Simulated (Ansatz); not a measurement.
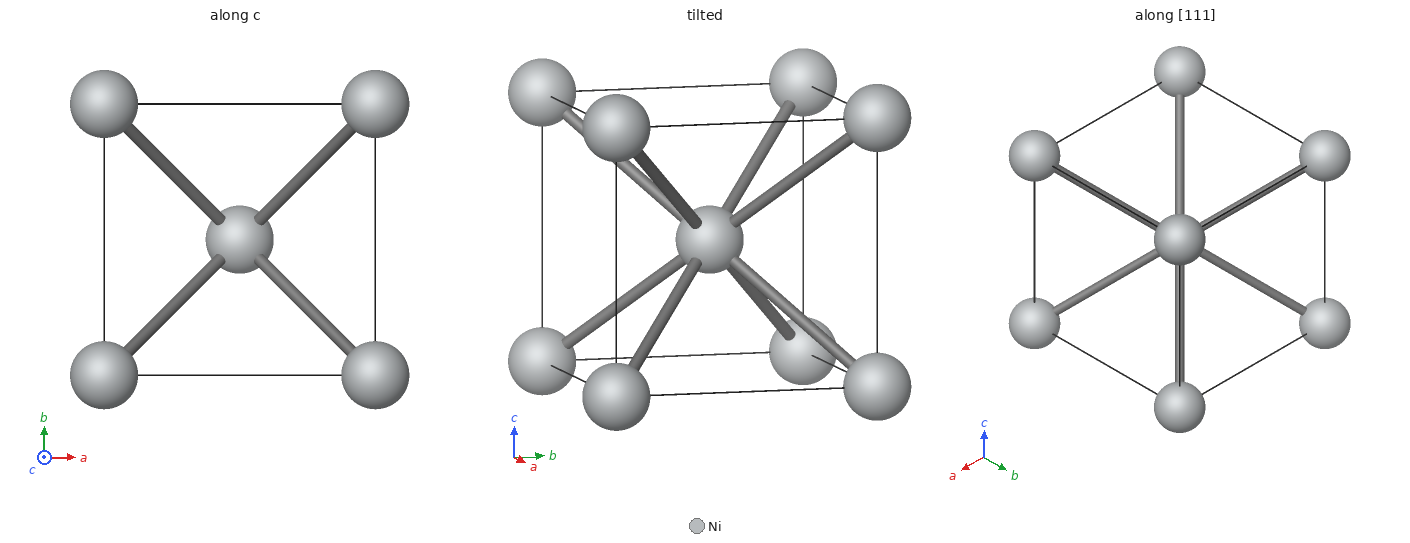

A ball-and-stick rendering, viewed along the c axis, slightly off an axis and along [111]. Atoms at the boundary of the conventional unit cell (the box) are drawn once for each face, edge or corner they touch.

Notes on the structure:

- The element is nickel.
- Space group Im-3m (No. 229), lattice body-centred cubic.
- This arrangement goes by the name body-centred cubic (W type).
- The cell holds two atoms.
- The coordination shell of Ni holds eight Ni in a cubic arrangement.
- The bonds build a three-dimensional framework.

The cell started as a structure listed in the Materials Project. The cell was then strained or its atoms displaced on purpose. It went into a calculation with Ansatz.

At this level of theory the cell isn't at rest (stretched, at -16 GPa), so its distances can differ from those at equilibrium, the more so the softer the solid.
